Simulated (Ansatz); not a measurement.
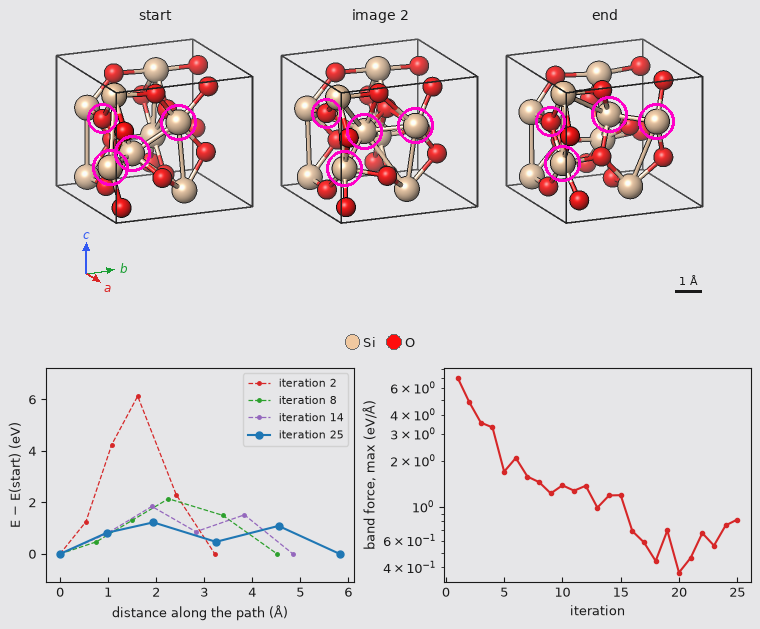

A nudged-elastic-band calculation for SiO2 with an interstitial Si (25 atoms in the cell). Images are numbered from 0 (start) to 5 (end). The plot follows the band through its iterations. The picture is a ball-and-stick view of the simulation cell (origin moved), seen slightly off an axis. The atoms that move most are ringed. Bonds to atoms that aren't drawn are left out.

Level of theory: Ansatz, DFT PBE, scalar-relativistic, plane waves, PAW. Set-up: plane-wave cutoff 420 eV; k-point mesh 3 × 3 × 3; Fermi-Dirac smearing 0.05 eV; 4 movable images; climbing image from the first iteration; force threshold 0.05 eV/Å; iteration limit 25.

Judge this run.

Answer. The result isn't final. The band hadn't converged when the run stopped after 25 iterations. The largest component of the band force went from 7 to 0.82 eV/Å. The barrier read from it is provisional: over the last two iterations the highest image moved from 1.25 eV to 1.23 eV. The first iteration put the highest image at 6.91 eV. The two ends have the same energy, and the highest point, image 2, lies 1.23 eV above the start. The profile has 2 maxima (images 2, 4) with a dip at image 3 (+0.47 eV), which on an unconverged band is provisional.

Limits of the set-up: the periodic images lie only 5.3 Å apart, so the values are limited by the cell's size.

The run took 19 min on 2 threads of Arm Neoverse V2, with other jobs on the host, peak memory 1 GiB.

PAW datasets: the set soft_1.
